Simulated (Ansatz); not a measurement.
Geometry relaxation of Al₈HO (part 1 of 3)

- system: Al₈HO (slab, 10 atoms in the cell)
- method: DFT PBEsol, scalar-relativistic, plane waves, PAW, no spin polarisation (Ansatz 0.2.0)

The structure derives from a Materials Project entry. The input holds or restrains some coordinates. Forces given for the steps count only the free coordinates. It belongs to a series of runs on one base structure; here: OH put at a bridge Al-Al site.

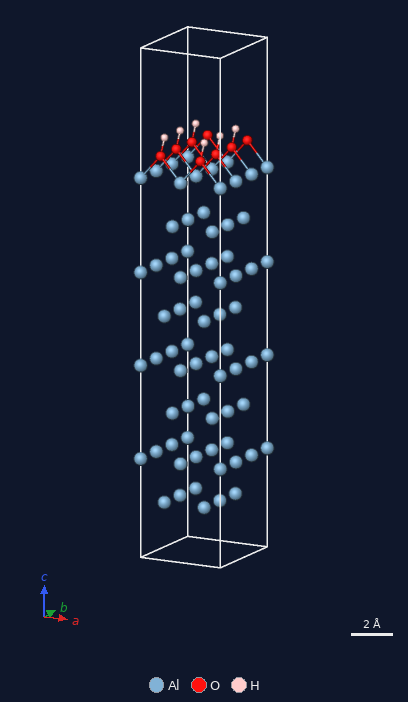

Figure 1. The structure as given in the input (ball-and-stick view of the 2 × 3 repeat of the cell, with the vacuum cut short, seen slightly off an axis). An atom can appear more than once, as a periodic image.

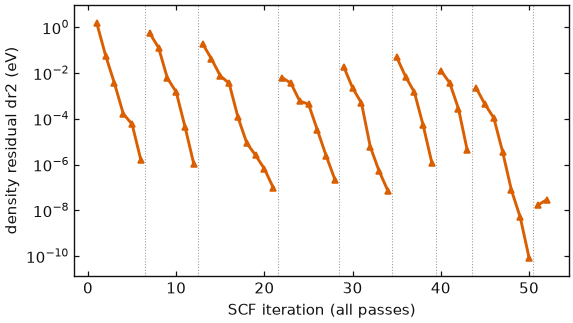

Figure 2. Convergence of the self-consistent field: density residual dr2 against the SCF iteration. The dotted lines part the SCF passes of the relaxation: geometry steps, rejected trials and re-solves on a re-selected basis. The 9 passes take 2 to 9 iterations each, 52 in all.

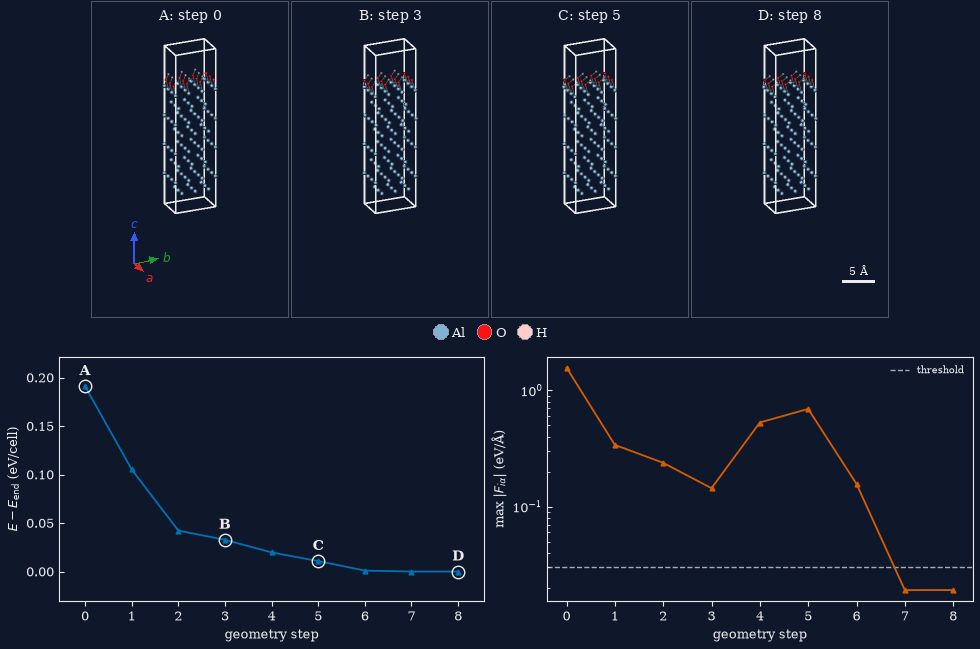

Figure 3. Frames of the restrained relaxation (ball-and-stick view of the 3 × 3 repeat of the cell, with the vacuum cut short, seen slightly off an axis) above the curves, on which the letters mark them (the first geometry is step 0 here and step 1 in the log).

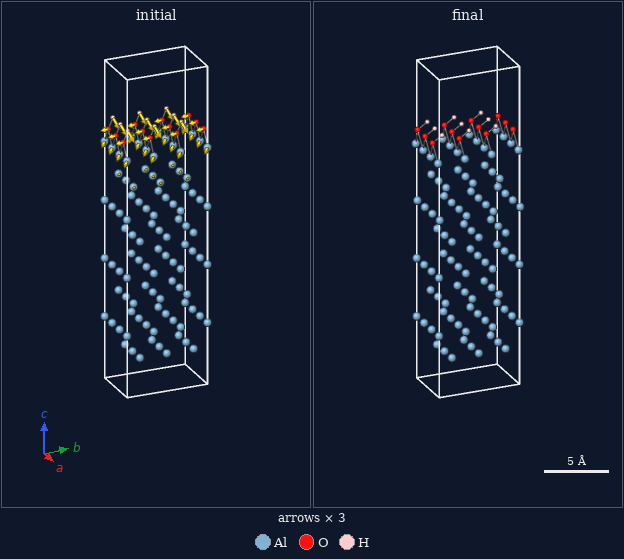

Figure 4. Before (left) and after (right) the restrained relaxation, at one scale (ball-and-stick view of the 3 × 3 repeat of the cell, with the vacuum cut short, seen slightly off an axis). The yellow arrows give the displacements, magnified 3 times. Over 8 geometry steps the energy falls by 0.191 eV per cell of the calculation. The largest force component goes from 1.6 to 0.019 eV/Å. H10 moves most: 0.38 Å. Largest moves by element: H 0.38 Å, O 0.22 Å, Al 0.21 Å. The cell doesn't change. Among the contacts that change: Al8–O9 1.871 → 1.980 Å, O9–H10 0.967 → 0.984 Å. Among the angles that change: Al8–O9–H10 133.3° → 111.7°, Al8–O9–H10 120.1° → 111.6°, O9–Al8–O9 98.6° → 91.5°. (Atoms are counted from 1 in the order of the input.)

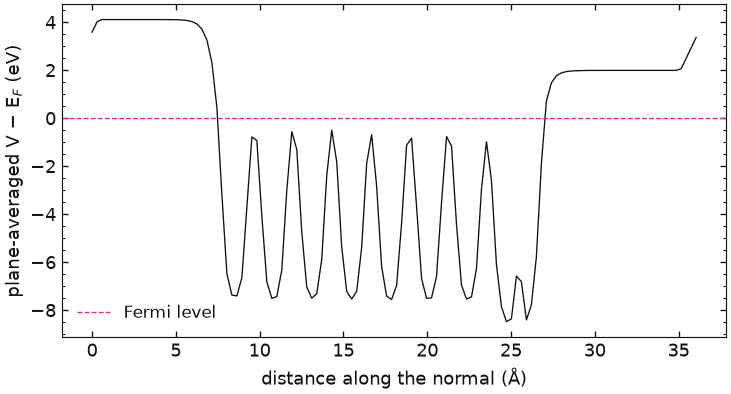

Figure 5. Plane average of the electrostatic potential energy of an electron across the cell, from the Fermi level. The vacuum level lies 1.99 eV above the Fermi level on the upper side and 4.10 eV on the lower.

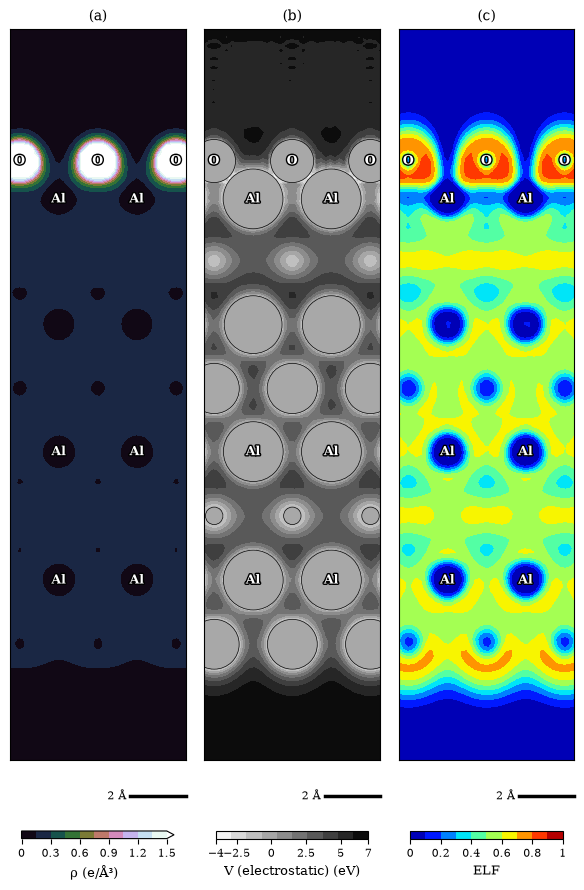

Figure 6. (a) valence electron density; (b) electrostatic potential (local pseudopotential plus Hartree) felt by an electron; (c) electron localisation function on the (010) plane of the calculation cell, a cut from vacuum to vacuum. Grey discs, where drawn, cover atomic cores. The section cuts through Al and O sites. Al–O (1.98 Å): ρ is about 0.51 e/Å³ halfway; the ELF is about 0.75 at the midpoint. The density dies away to nearly zero in the vacuum. Core electrons are frozen (PAW), so the fields are smoothed inside the atomic spheres.

The input that produced these results follows, with the program's output.

### The input
```yaml
crystal:
  lattice:
    - [2.8362844922, 0.0, 0.0]
    - [-1.4181422461, 2.4562944226, 0.0]
    - [0.0, 0.0, 36.1937615421]
  atoms:
    - { symbol: Al, position: [0.3333333333, 0.6666666667, 0.2348471018] }
    - { symbol: Al, position: [0.0, 0.0, 0.2992376836] }
    - { symbol: Al, position: [0.6666666667, 0.3333333333, 0.3636282653] }
    - { symbol: Al, position: [0.0, 0.0, 0.4280188471] }
    - { symbol: Al, position: [0.3333333333, 0.6666666667, 0.4918984047] }
    - { symbol: Al, position: [0.0, 0.0, 0.5565679947] }
    - { symbol: Al, position: [0.6666666667, 0.3333333333, 0.6213095404] }
    - { symbol: Al, position: [0.0, 0.0, 0.6870105253] }
    - { symbol: O, position: [0.5, 1.0, 0.7207179917] }
    - { symbol: H, position: [0.5366542926, 1.1557378027, 0.745031574] }
basis:
  ecutwfc: 420
kpoints:
  mp_grid: { grid: [12, 12, 1] }
hamiltonian:
  xc: pbesol
scf:
  occupations: { method: gaussian, width: 0.1 }
output:
  forces: true
  eigenvalues: true
  write_density: true
  write_potential: true
  elf: true
  volumetric_format: npy
relax:
  adjacent_minimum: "off"
  f_tol: 0.03
  max_steps: 70
  constraints: [{ sites: [0, 1, 2, 3] }]
efield:
  axis: 3
  dipole_correction: true
  ramp_width: 0.04
```

Launch command:
```bash
ansatz run input.yaml --threads 2 --pin off --max-ram 5120MiB --backend cpu --events-out ev --progress --plain --runs-dir out
```

### Output
```
Engine: ansatz 0.2.0, x86_64-unknown-linux-gnu
Pseudopotentials: kind: paw
Pseudopotential: Al, paw, valence charge 3, recommended cutoff 420 eV (normal), Al.paw.azcp
Pseudopotential: O, paw, valence charge 6, recommended cutoff 420 eV (normal), O.paw.azcp
Pseudopotential: H, paw, valence charge 1, recommended cutoff 420 eV (normal), H.paw.azcp
Functional definition: PBEsol
  exchange = pbesol_x
  correlation = pbesol_c
Crystal: 10 atoms, lattice volume = 252.153 Å³
Basis set: ecut = 420 eV, 4957 PW (Γ), exchange–correlation on 40×40×486 points (8 copies of the dense FFT grid, shifted against one another)
Bands: 26, of which v1, the nominal top of the filled ones, is band 16 counted from 1 (15 counted from 0)
Symmetry: 1 space group operations
Space group: P1 (ITA 1), of the structure as read, at distance tolerance 6.3e-5 Å
k-points: 74 of 144 (time reversal used)
Non-local potential: Al, projectors of the file, l = 0: 2, l = 1: 2, l = 2: 1
Non-local potential: O, projectors of the file, l = 0: 2, l = 1: 2, l = 2: 1
Non-local potential: H, projectors of the file, l = 0: 2, l = 1: 1
PAW form: soft (Blöchl's): semilocal exchange-correlation on the pseudo side does not see the compensation charge
PAW frozen core: Al, regenerated for the run's functional, and the local potential with it (the file was generated under x = pbe(κ = 0.804, μ = 0.2195149727645171), c = pbe(β = 0.06672455060314922))
PAW frozen core: O, regenerated for the run's functional, and the local potential with it (the file was generated under x = pbe(κ = 0.804, μ = 0.2195149727645171), c = pbe(β = 0.06672455060314922))
PAW one-centre angular grid: Al, 110 points (default); XC on 64 Gauss nodes
PAW one-centre angular grid: O, 110 points (default); XC on 64 Gauss nodes
PAW one-centre angular grid: H, 110 points (default); XC on 64 Gauss nodes
Initial density: superposition of atomic densities (neutral atoms: chi_scale 0, normalization atom), corrected by the library's trained network
Initial wavefunctions: pseudopotential atomic-orbital guess
Functional: x = pbesol(κ = 0.804, μ = 0.12345679012345678), c = pbesol(β = 0.046)
SCF iter   1: F=—  HF=-4772.675474 eV  |F-HF|=—  |Δ(HF+E_count)|=         —  Δρ=4.52e-3  dr2=1.49e0  ethr=1.77e-3  p=0.089 e·Å  D=6.41e-2 V/Å  ΔV_dip=-2.32 eV  dr2_dipole=5.00e-1  V_vac-E_F(+/−)=1.81/4.13 eV  ⟨swp⟩=10.8  Hψ=14249  notcnv=0  defer=16
efield: sawtooth ramp at fractional position 0.9699 (placed from the atoms, in the widest stretch of the axis that holds none; the zero of the levels goes with the place), width 0.0400; the density the first Hamiltonian is built on has a dipole p = 0.089 e·Å; the dipole correction subtracts the counter field D = 6.41e-2 V/Å, which shifts the + side's vacuum level by -2.32 eV against the − side's; the planar-averaged density in the ramp window peaks in size at 1.4e-5 e/Å³
preconditioner: auto → LDOS  [metal: Δε(μ)=0.020 eV  Ē_g=7.871 eV  σ=0.100 eV  W_gap=0.11  n_scr=22 (ndim 8)  ℏωp=12.6 eV  f_vac=0.390  D(μ)=3.29/eV (n_scr^D=16)  β→1.0]
SCF iter   2: F=—  HF=-4772.650736 eV  |F-HF|=—  |Δ(HF+E_count)|=   2.47e-2  Δρ=2.63e-3  dr2=5.77e-2  ethr=1.77e-3  p=0.072 e·Å  D=5.16e-2 V/Å  ΔV_dip=-1.87 eV  dr2_dipole=1.25e-2  V_vac-E_F(+/−)=2.20/4.07 eV  ⟨swp⟩=1.7  Hψ=2731  notcnv=0  defer=169
SCF iter   3: F=—  HF=-4772.647092 eV  |F-HF|=—  |Δ(HF+E_count)|=   3.64e-3  Δρ=8.42e-4  dr2=3.56e-3  ethr=1.86e-4  p=0.073 e·Å  D=5.26e-2 V/Å  ΔV_dip=-1.90 eV  dr2_dipole=1.97e-3  V_vac-E_F(+/−)=2.24/4.14 eV  ⟨swp⟩=2.1  Hψ=2720  notcnv=0  defer=237
SCF iter   4: F=—  HF=-4772.646660 eV  |F-HF|=—  |Δ(HF+E_count)|=   4.31e-4  Δρ=2.01e-4  dr2=1.66e-4  ethr=1.15e-5  p=0.070 e·Å  D=5.04e-2 V/Å  ΔV_dip=-1.82 eV  dr2_dipole=4.96e-5  V_vac-E_F(+/−)=2.30/4.13 eV  ⟨swp⟩=2.0  Hψ=2928  notcnv=0  defer=180
SCF iter   5: F=—  HF=-4772.646671 eV  |F-HF|=—  |Δ(HF+E_count)|=   1.06e-5  Δρ=1.19e-4  dr2=5.77e-5  ethr=5.37e-7  p=0.068 e·Å  D=4.89e-2 V/Å  ΔV_dip=-1.77 eV  dr2_dipole=3.24e-6  V_vac-E_F(+/−)=2.36/4.13 eV  ⟨swp⟩=2.2  Hψ=2802  notcnv=0  defer=180
SCF iter   6: F=-4772.646663 eV  HF=-4772.646664 eV  |F-HF|=1.20e-6  |Δ(HF+E_count)|=   6.90e-6  Δρ=1.26e-5  dr2=1.54e-6  ethr=7.26e-8  p=0.068 e·Å  D=4.88e-2 V/Å  ΔV_dip=-1.76 eV  dr2_dipole=1.32e-6  V_vac-E_F(+/−)=2.37/4.13 eV  ⟨swp⟩=23.3  Hψ=22425  notcnv=0
SCF 1 converged in 6 iterations: F = -4772.646663 eV  dr2 = 1.54e-6
  greatest PAW one-centre occupation: 0.868 electrons in one spin orbital (limit 2), on the O atom at site 8 (counted from 0), in its partial waves of l = 0
relax step   1: F+E_penalty+E_count = -4772.64666299 eV  Δ(F+E_penalty+E_count) = +0.000e0 eV  max|allowed force component| = 1.571e0 eV/Å  Δτ_max = 0.0000 Å  (6 SCF iters, dr2 threshold 2.25e-5 eV, accepted)
Initial density: handed on by an earlier stage of this run
Initial wavefunctions: those handed on with the density
iter 1 solved again at ethr=1.72e-3 eV; its pass at ethr=3.10e-3 eV (dr2=5.33e-1 eV) is discarded
SCF iter   1: F=—  HF=-4772.801051 eV  |F-HF|=—  |Δ(HF+E_count)|=         —  Δρ=1.47e-2  dr2=5.47e-1  ethr=1.72e-3  p=0.068 e·Å  D=4.88e-2 V/Å  ΔV_dip=-1.76 eV  dr2_dipole=4.68e-3  V_vac-E_F(+/−)=2.38/4.15 eV  ⟨swp⟩=1.1  Hψ=9578  notcnv=0  defer=201
efield: sawtooth ramp at fractional position 0.9699 (handed on by an earlier solve), width 0.0400; the density the first Hamiltonian is built on has a dipole p = 0.068 e·Å; the dipole correction subtracts the counter field D = 4.88e-2 V/Å, which shifts the + side's vacuum level by -1.76 eV against the − side's; the planar-averaged density in the ramp window peaks in size at 2.2e-6 e/Å³
preconditioner: auto → LDOS  [metal: Δε(μ)=0.027 eV  Ē_g=7.917 eV  σ=0.100 eV  W_gap=0.15  n_scr=22 (ndim 8)  ℏωp=12.6 eV  f_vac=0.400  D(μ)=3.83/eV (n_scr^D=18)  β→1.0]
SCF iter   2: F=—  HF=-4772.761958 eV  |F-HF|=—  |Δ(HF+E_count)|=   3.91e-2  Δρ=5.36e-3  dr2=1.29e-1  ethr=1.72e-3  p=0.070 e·Å  D=5.05e-2 V/Å  ΔV_dip=-1.83 eV  dr2_dipole=1.46e-3  V_vac-E_F(+/−)=2.31/4.14 eV  ⟨swp⟩=2.5  Hψ=3315  notcnv=0  defer=201
SCF iter   3: F=—  HF=-4772.733106 eV  |F-HF|=—  |Δ(HF+E_count)|=   2.89e-2  Δρ=1.33e-3  dr2=5.97e-3  ethr=4.17e-4  p=0.068 e·Å  D=4.90e-2 V/Å  ΔV_dip=-1.77 eV  dr2_dipole=2.39e-3  V_vac-E_F(+/−)=2.37/4.15 eV  ⟨swp⟩=2.1  Hψ=3263  notcnv=0  defer=234
SCF iter   4: F=—  HF=-4772.732551 eV  |F-HF|=—  |Δ(HF+E_count)|=   5.55e-4  Δρ=3.09e-4  dr2=1.48e-3  ethr=1.92e-5  p=0.068 e·Å  D=4.84e-2 V/Å  ΔV_dip=-1.75 eV  dr2_dipole=1.14e-3  V_vac-E_F(+/−)=2.40/4.15 eV  ⟨swp⟩=2.5  Hψ=3332  notcnv=0  defer=256
SCF iter   5: F=—  HF=-4772.732525 eV  |F-HF|=—  |Δ(HF+E_count)|=   2.61e-5  Δρ=1.50e-4  dr2=4.44e-5  ethr=3.23e-7  p=0.067 e·Å  D=4.80e-2 V/Å  ΔV_dip=-1.74 eV  dr2_dipole=2.38e-8  V_vac-E_F(+/−)=2.41/4.15 eV  ⟨swp⟩=22.6  Hψ=22782  notcnv=0
SCF iter   6: F=-4772.732519 eV  HF=-4772.732518 eV  |F-HF|=1.05e-6  |Δ(HF+E_count)|=   6.40e-6  Δρ=1.73e-5  dr2=1.04e-6  ethr=1.43e-7  p=0.067 e·Å  D=4.81e-2 V/Å  ΔV_dip=-1.74 eV  dr2_dipole=1.26e-11  V_vac-E_F(+/−)=2.41/4.15 eV  ⟨swp⟩=15.6  Hψ=20264  notcnv=0
SCF 2 converged in 6 iterations: F = -4772.732519 eV  dr2 = 1.04e-6
  greatest PAW one-centre occupation: 0.866 electrons in one spin orbital (limit 2), on the O atom at site 8 (counted from 0), in its partial waves of l = 0
relax step   2: F+E_penalty+E_count = -4772.73251948 eV  Δ(F+E_penalty+E_count) = -8.586e-2 eV  max|allowed force component| = 3.399e-1 eV/Å  Δτ_max = 0.1900 Å  (6 SCF iters, dr2 threshold 1.00e-4 eV, accepted)
iter 1 solved again at ethr=6.07e-4 eV; its pass at ethr=3.10e-3 eV (dr2=1.88e-1 eV) is discarded
```
